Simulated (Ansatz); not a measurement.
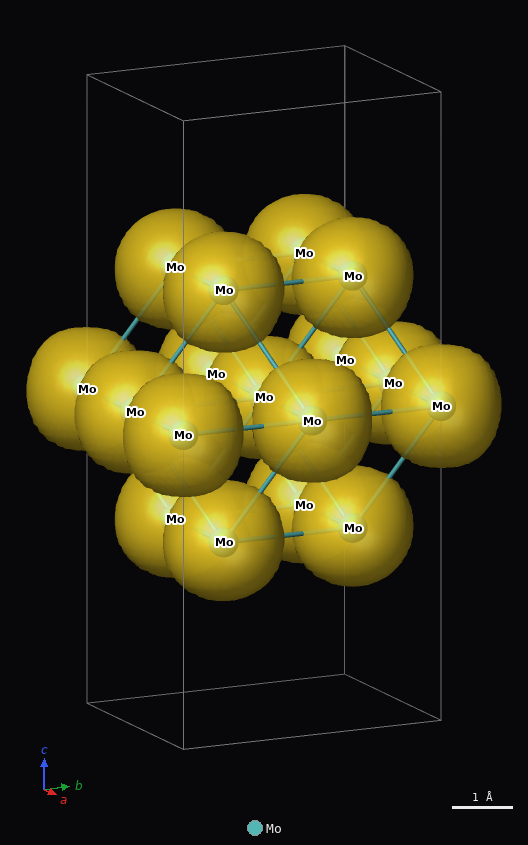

The picture shows: Mo (slab). Isosurface of the valence electron density at 0.6 e/Å³ (yellow), seen slightly off an axis. Sticks mark near contacts.

Computed without spin polarisation.

Theory: DFT PBE+D3(BJ), scalar-relativistic, plane waves, PAW in Ansatz.

Core electrons are frozen (PAW), and the valence fields are smoothed inside the atomic spheres.

Question: How is the density connected at this value?

Answer: At this value the density breaks into separate islands; it holds about 75 % of the electrons treated as valence (semicore included). It bridges none of the near contacts. It is pinched off along the sampled Mo–Mo (2.65 Å) and Mo–Mo (2.71 Å) contacts. On the grid the lowest density along these lines, outside the cores, is 0.44 e/Å³ (Mo–Mo, 2.65 Å) and 0.39 e/Å³ (Mo–Mo, 2.71 Å).

Question: Does the calculation give a band gap?

Answer: It is metallic or semimetallic at this level of theory: no gap opens.
